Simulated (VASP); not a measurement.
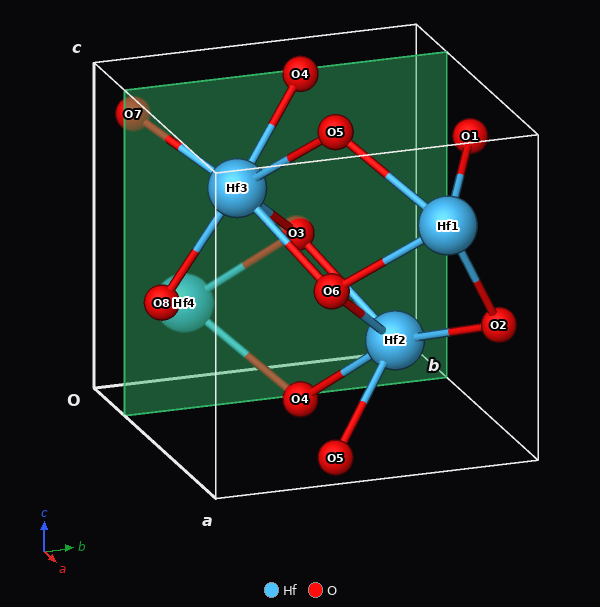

Crystal: HfO₂, a cell listed in the Materials Project, as set up for an electronic-structure calculation. The shaded plane is a symmetry element of the crystal. The drawing is computed from the coordinates (standard cell, symmetry found to 0.002 Å).

a = 5.219 Å, b = 5.005 Å, c = 5.033 Å, α = 90.00°, β = 90.00°, γ = 90.00°.

| atom | x | y | z |
| --- | --- | --- | --- |
| Hf1 | 0.9670 | 0.7325 | 0.7414 |
| Hf2 | 0.5330 | 0.7325 | 0.2414 |
| Hf3 | 0.4670 | 0.2675 | 0.7414 |
| Hf4 | 0.0330 | 0.2675 | 0.2414 |
| O1 | 0.6321 | 0.9286 | 0.8793 |
| O2 | 0.8679 | 0.9286 | 0.3793 |
| O3 | 0.2339 | 0.5399 | 0.4923 |
| O4 | 0.2661 | 0.5399 | 0.9923 |
| O5 | 0.7661 | 0.4601 | 0.9923 |
| O6 | 0.7339 | 0.4601 | 0.4923 |
| O7 | 0.1321 | 0.0714 | 0.8793 |
| O8 | 0.3679 | 0.0714 | 0.3793 |

### Is it a mirror or a glide plane, and what is the operation?

It is a glide plane with glide vector (0, 0, 1/2), parallel to (1 0 0), through (1/4, 1/2, 1/2): x, y, z → −x+1/2, y, z+1/2.

### Onto which atom does it carry each atom (up to whole multiples of a, b and c)?

Hf1 → Hf2, Hf2 → Hf1, Hf3 → Hf4, Hf4 → Hf3, O1 → O2, O2 → O1, O3 → O4, O4 → O3, O5 → O6, O6 → O5, O7 → O8, O8 → O7.

### What is the crystal's space group?

Pca2₁, No. 29.
